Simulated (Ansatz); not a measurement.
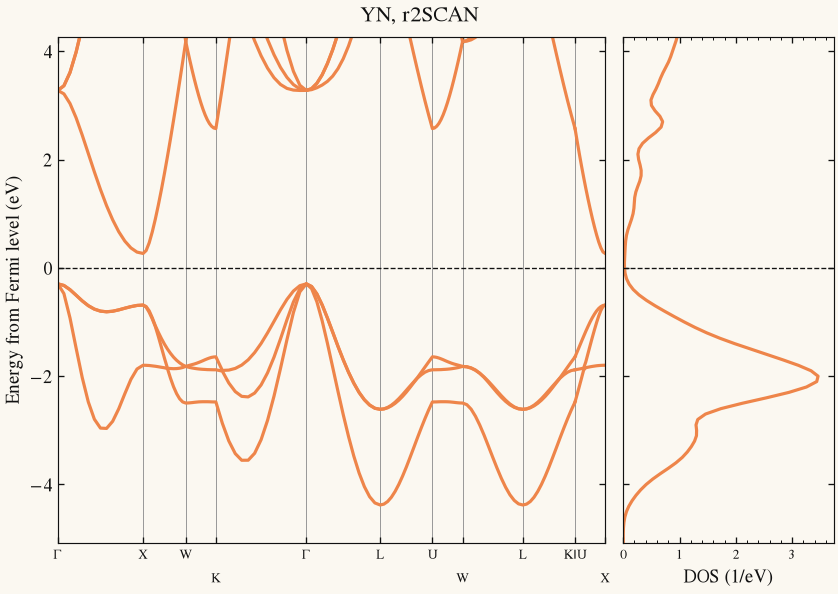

Band structure and density of states. Energies are counted from the Fermi level. The DOS curve is built from the levels of the k mesh with Gaussians 0.55 eV wide, which also blur the band edges; ripples of that width can come from the mesh.

> What lattice type does the k path imply?

A face-centred cubic lattice: the path Γ–X–W–K–Γ–L–U–W–L–K|U–X runs through the special points of its Brillouin zone.

The material is rocksalt YN, space group Fm-3m, 2 atoms in the primitive cell; cubic a = 4.877 Å.

Ansatz 0.2.0; r2SCAN, Ansatz PAW, no spin polarisation, no spin-orbit coupling, 9×9×9 k mesh, 500 eV cutoff, Fermi-Dirac smearing of 0.05 eV.

> Read off the fundamental gap and say whether it is direct.

The material is gapped. The gap along this path is 0.56 eV and indirect, from the valence-band top at Γ to the conduction-band bottom at X; the smallest direct gap is 0.95 eV, at X.

> Where is the tallest peak of the filled states in the window?

Within the window shown, the tallest peak of the filled states lies 1.7 eV under the valence-band top, at about 3.5 states per eV and cell.

> What are the direct gaps at X, Γ and U?

The direct gaps are 0.95 eV at X, 3.57 eV at Γ and 4.21 eV at U.

> How many bands meet at the valence-band top?

Three bands meet at the valence-band top at Γ: it is triply degenerate (spin aside).

The PAW data sets were made with another functional. LDA, GGA and most meta-GGA functionals understate gaps.
